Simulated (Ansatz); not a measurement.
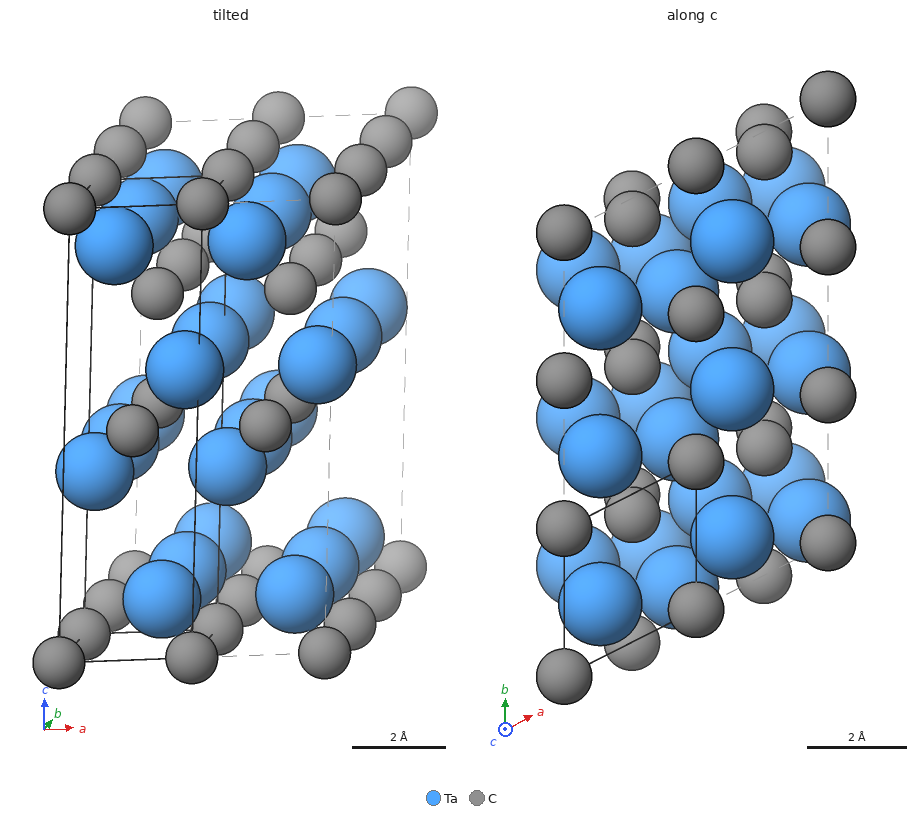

A spheres-only rendering, viewed slightly off an axis and along the c axis. A 2×3×1 array of cells is drawn; the unit cell has the solid edges.

Ta₄C₃, a = 3.01 Å, b = 3.03 Å, c = 9.88 Å, α = 82.43°, β = 87.94°, γ = 63.11°.

Computed with Ansatz 0.2.0, DFT PBEsol, scalar-relativistic, plane waves, PAW. Settings: E_cut = 420 eV, k-points about 0.20 Å⁻¹ apart, Gaussian smearing of 0.15 eV, no spin polarisation.

**Is the electronic structure metallic or gapped?**

A metal: bands cross the Fermi level.

**Would the cell expand or shrink if it could?**

The computed pressure is 45.2 GPa (compressed: it would expand). The stress isn't hydrostatic: its largest component is 54.6 GPa.

The cell started as a structure listed in the Materials Project. The cell was then strained or its atoms displaced on purpose. It was run through Ansatz as a DFT input.

At this level of theory the run's own cell isn't at rest (compressed, at 45 GPa and forces up to 10.9 eV/Å), so its distances can differ from those at equilibrium, the more so the softer the solid.
